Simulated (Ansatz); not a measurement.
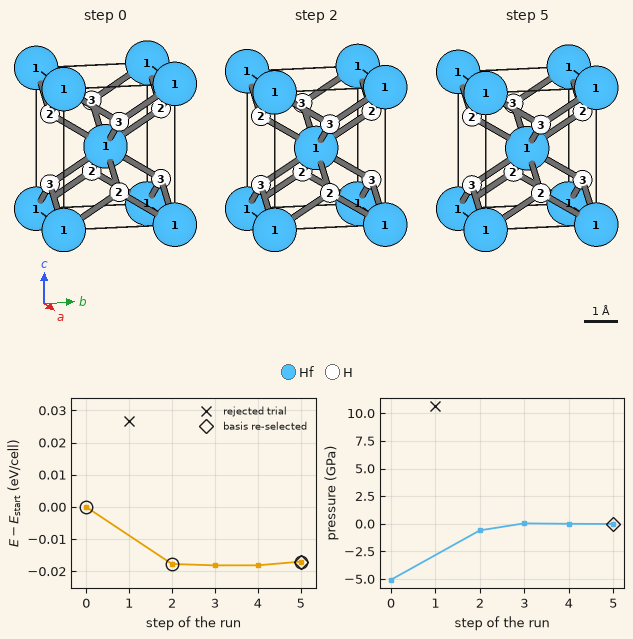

Frames of a relaxation of a crystal of HfH$_{2}$ (set up in I4/mmm), marked on the history of the run. The picture is a ball-and-stick view of the conventional cell (2 times the calculation's cell), seen slightly off an axis. Lengths and directions refer to the drawn axes.

The calculation used DFT PBEsol, scalar-relativistic, plane waves, PAW (Ansatz).

The input:
```yaml
crystal:
  lattice:
    - [-1.739, 1.739, 2.1805]
    - [1.739, -1.739, 2.1805]
    - [1.739, 1.739, -2.1805]
  atoms:
    - { symbol: Hf, position: [0.0, 0.0, 0.0] }
    - { symbol: H, position: [0.75, 0.25, 0.5] }
    - { symbol: H, position: [0.25, 0.75, 0.5] }
basis:
  ecutwfc: 420
kpoints:
  mp_grid: { grid: [16, 16, 16] }
hamiltonian:
  xc: pbesol
scf:
  occupations: { method: gaussian, width: 0.1 }
output:
  forces: true
  stress: true
  eigenvalues: true
  write_density: true
  write_potential: true
  elf: true
  volumetric_format: npy
relax:
  adjacent_minimum: "off"
  f_tol: 0.005
  max_steps: 80
  cell: { stress_tol: 0.05 }
```

Command:
```bash
ansatz run input.yaml --threads 1 --pin off --max-ram 2560MiB --backend cpu --events-out ev --progress --plain --runs-dir out
```

**Describe the path.**

No atom moves by more than 0.005 Å relative to the cell. The volume changes by −3.6 %, with a = b 3.478 → 3.464 Å (−0.4 %), c 4.361 → 4.238 Å (−2.8 %). Some distances before and after: Hf1–Hf1 3.287 → 3.239 Å, Hf1–H2 2.053 → 2.030 Å, Hf1–Hf1 (another image) 3.478 → 3.464 Å. The space group stays I4/mmm (No. 139). The energy falls by 17.0 meV per cell of the calculation in 3 accepted moves (5 points after the start). All forces vanish by symmetry, so only the cell relaxes. Pressure: −5.07 GPa at the start and −0.02 GPa at the end. The line search rejected the trial step at point 1 of the run. The SCF was repeated once at an unchanged geometry on a basis and grid sized afresh for the cell, which shifted the energy by 1.1 meV per cell of the calculation at most. From step 0 to 2: volume −3.2 %, energy −17.7 meV per cell of the calculation. From step 2 to 5: volume −0.4 %, energy +0.7 meV per cell of the calculation.

| step | E − E(0), meV/atom | pressure, GPa | volume, Å³/atom | note |
| --- | --- | --- | --- | --- |
| 0 | 0.00 | -5.07 | 8.792 |  |
| 1 | 8.92 | 10.62 | 7.979 | rejected |
| 2 | -5.91 | -0.60 | 8.512 |  |
| 3 | -6.05 | 0.04 | 8.474 |  |
| 4 | -6.05 | 0.00 | 8.476 |  |
| 5 | -5.66 | -0.02 | 8.476 | same geometry, new basis |
